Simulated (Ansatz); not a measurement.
TaN: several calculations on one system

Part 1: Scan

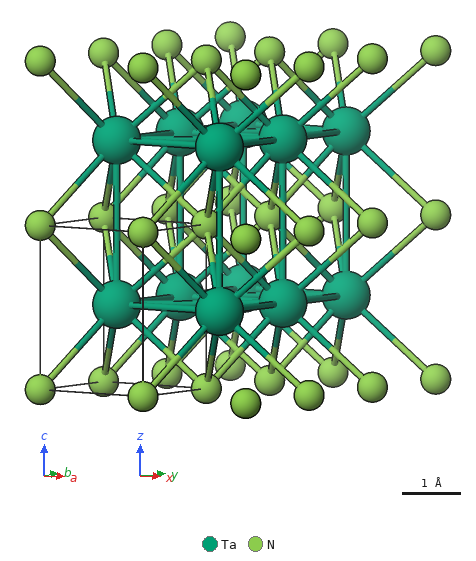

A scan of solid TaN (P-6m2): N2 (one in each cell of 2 atoms) is moved over the plane of the Cartesian directions [1 1 0] and z, all else fixed. The picture shows the reference cell. A ball-and-stick model of the cell of the calculation, repeated 2 × 3 × 2 with one cell outlined, seen nearly along the normal of the scanned plane.

Computed with DFT PBEsol, scalar-relativistic, plane waves, PAW in Ansatz. (plane-wave cutoff 420 eV; k-point mesh 18 × 18 × 16; occupations gaussian; smearing width 0.15 eV; no spin polarisation). Energies (free energies at the smearing named) are counted from the cell as listed in its source, which wasn't relaxed.

Input
```yaml
crystal:
  lattice:
    - [2.9379988584, 0.0, 0.0]
    - [-1.4689994292, 2.5443816477, 0.0]
    - [0.0, 0.0, 2.883]
  atoms:
    - { symbol: Ta, position: [0.3333333333, 0.6666666667, 0.5] }
    - { symbol: "N", position: [0.0, 0.0, 0.0] }
basis:
  ecutwfc: 420
kpoints:
  mp_grid: { grid: [18, 18, 16] }
hamiltonian:
  xc: pbesol
scf:
  occupations: { method: gaussian, width: 0.15 }
output:
  forces: true
  stress: true
  eigenvalues: true
  write_density: true
  write_potential: true
  elf: true
  volumetric_format: npy
```

Launched with:
```bash
ansatz run input.yaml --threads 1 --pin off --max-ram 2560MiB --backend cpu --events-out ev --progress --plain --runs-dir out
```

**What energies does the calculation give on a grid with rows −0.30, −0.15, 0.00, 0.15, 0.30 and columns −0.30, −0.15, 0.00, 0.15, 0.30 (displacement along [1 1 0] (Å); displacement along z (Å))?**

Rows: displacement along [1 1 0] (Å); columns: displacement along z (Å); values in meV/cell.

|  | −0.30 | −0.15 | 0.00 | 0.15 | 0.30 |
| --- | --- | --- | --- | --- | --- |
| −0.30 | 1490 | 827 | 616 | 827 | 1490 |
| −0.15 | 865 | 320 | 150 | 320 | 865 |
| 0.00 | 673 | 160 | 0 | 160 | 673 |
| 0.15 | 842 | 306 | 138 | 306 | 842 |
| 0.30 | 1292 | 702 | 514 | 702 | 1292 |

In pairs of (displacement along [1 1 0] (Å); displacement along z (Å)): the lowest computed point lies at (0.00, 0.00) (0 meV/cell), the highest at (−0.30, −0.30), (−0.30, 0.30) (1490 meV/cell).  Over the ranges scanned the energy rises by about as much along both axes.

As a map, interpolated between the computed points (dots):

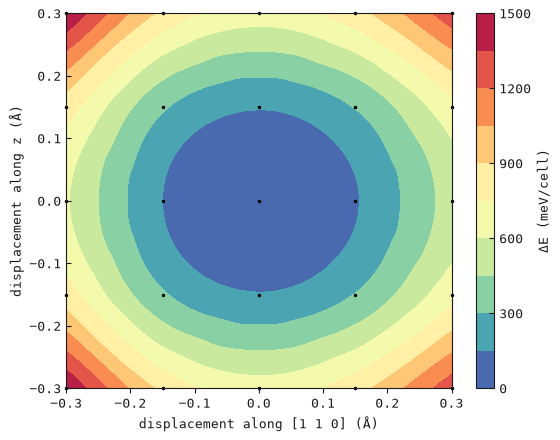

Part 2: Scan

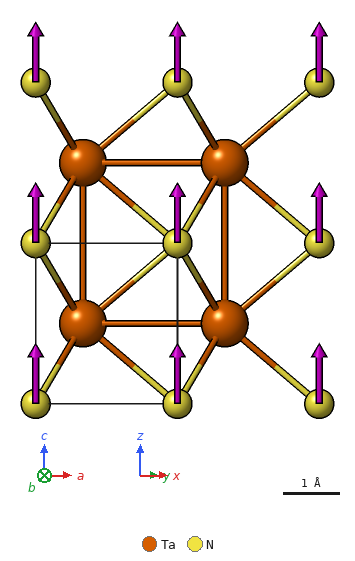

A scan of a crystal of TaN (P-6m2): the whole N sublattice is shifted rigidly, along Cartesian [0 0 1], all else fixed. The picture shows the reference cell. The purple arrows give the direction of positive displacement. The picture is a ball-and-stick view of the cell of the calculation, repeated 2 × 2 × 2 with one cell outlined, seen along the b axis.

All numbers below come from DFT PBEsol, scalar-relativistic, plane waves, PAW (Ansatz 0.2.0). Set-up: plane-wave cutoff 420 eV; k-point mesh 18 × 18 × 16; occupations gaussian; smearing width 0.15 eV; no spin polarisation. Energies (free energies at the smearing named) are counted from the cell as listed in its source, which wasn't relaxed.

```
CELL_PARAMETERS angstrom
2.93800 0.00000 0.00000
-1.46900 2.54438 0.00000
0.00000 0.00000 2.88300
ATOMIC_POSITIONS crystal
Ta 0.33333 0.66667 0.50000
N 0.00000 0.00000 0.00000
```

> What energies does the calculation give (the displacement: −0.3000, −0.2250, −0.1500, −0.0750, 0.0000, 0.0375, 0.0750, 0.1125, 0.1500, 0.1875, 0.2250, 0.2625, 0.3000 Å)?

| displacement (Å) | ΔE (meV/cell) |
| --- | --- |
| −0.3000 | 673 |
| −0.2250 | 369 |
| −0.1500 | 160 |
| −0.0750 | 39 |
| 0.0000 | 0 |
| 0.0375 | 10 |
| 0.0750 | 39 |
| 0.1125 | 89 |
| 0.1500 | 160 |
| 0.1875 | 252 |
| 0.2250 | 369 |
| 0.2625 | 509 |
| 0.3000 | 673 |

Points that are alike by symmetry were computed once.

The lowest computed point lies at the displacement 0.00 Å (0 meV/cell). At the ends of the scan the energy is 673 meV/cell (−0.30 Å) and 673 meV/cell (0.30 Å). The curvature at zero is about 14 eV/Å² per cell. The well is symmetric. At the highest point the shortest interatomic distance is 2.04 Å, against 2.23 Å in the reference. The distortion takes the space group from P-6m2 to P3m1.

As a plot (hollow markers are points alike by symmetry):

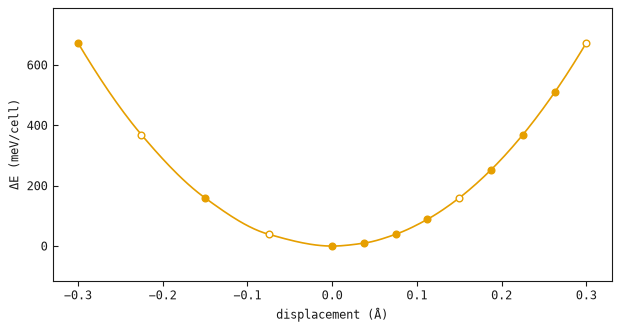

Part 3: Energy map

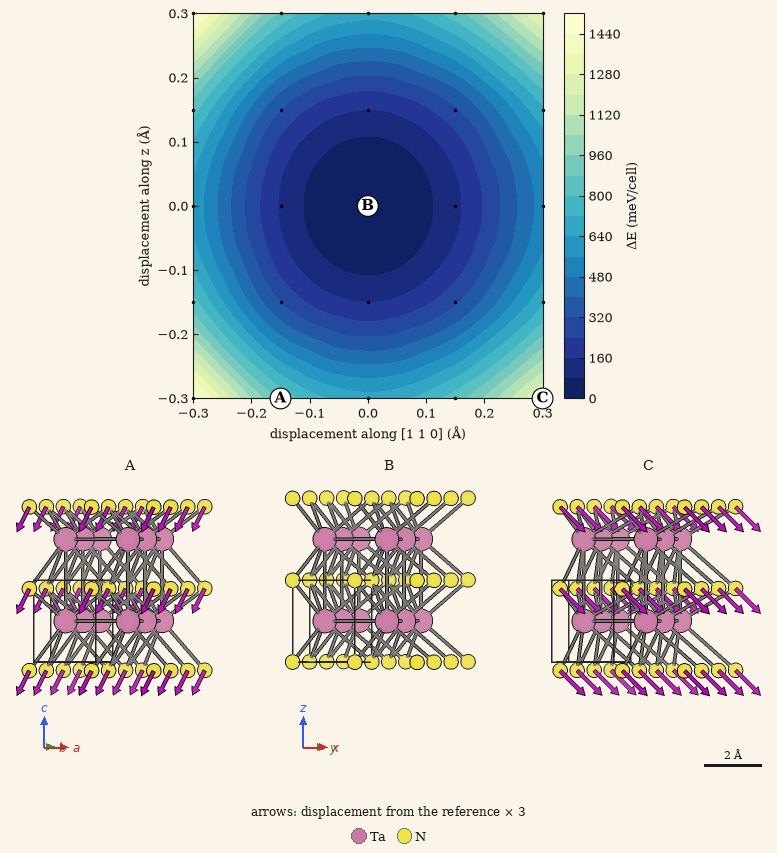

Solid TaN (P-6m2): the N atom (one in each cell of 2 atoms) is moved over the plane of the Cartesian directions [1 1 0] and z, all else fixed. The map is interpolated between the computed points (dots). The lettered frames are marked on it. A ball-and-stick model of the cell of the calculation, repeated 2 × 3 × 2 with one cell outlined, seen nearly along the normal of the scanned plane. Purple arrows: displacements from the reference.

Level of theory: DFT PBEsol, scalar-relativistic, plane waves, PAW in Ansatz 0.2.0. Set-up: plane-wave cutoff 420 eV; k-point mesh 18 × 18 × 16; occupations gaussian; smearing width 0.15 eV; no spin polarisation. Energies (free energies at the smearing named) are counted from the cell as listed in its source, which wasn't relaxed.

> What does the map show?

In pairs of (displacement along [1 1 0] (Å); displacement along z (Å)): the lowest computed point lies at (0.00, 0.00) (0 meV/cell), the highest at (−0.30, −0.30), (−0.30, 0.30) (1490 meV/cell).  Over the ranges scanned the energy rises by about as much along both axes. The frames lie at A (−0.15, −0.30): 865 meV/cell, B (0.00, 0.00): 0 meV/cell, C (0.30, −0.30): 1292 meV/cell.

The computed points:

Rows: displacement along [1 1 0] (Å); columns: displacement along z (Å); values in meV/cell.

|  | −0.30 | −0.15 | 0.00 | 0.15 | 0.30 |
| --- | --- | --- | --- | --- | --- |
| −0.30 | 1490 | 827 | 616 | 827 | 1490 |
| −0.15 | 865 | 320 | 150 | 320 | 865 |
| 0.00 | 673 | 160 | 0 | 160 | 673 |
| 0.15 | 842 | 306 | 138 | 306 | 842 |
| 0.30 | 1292 | 702 | 514 | 702 | 1292 |
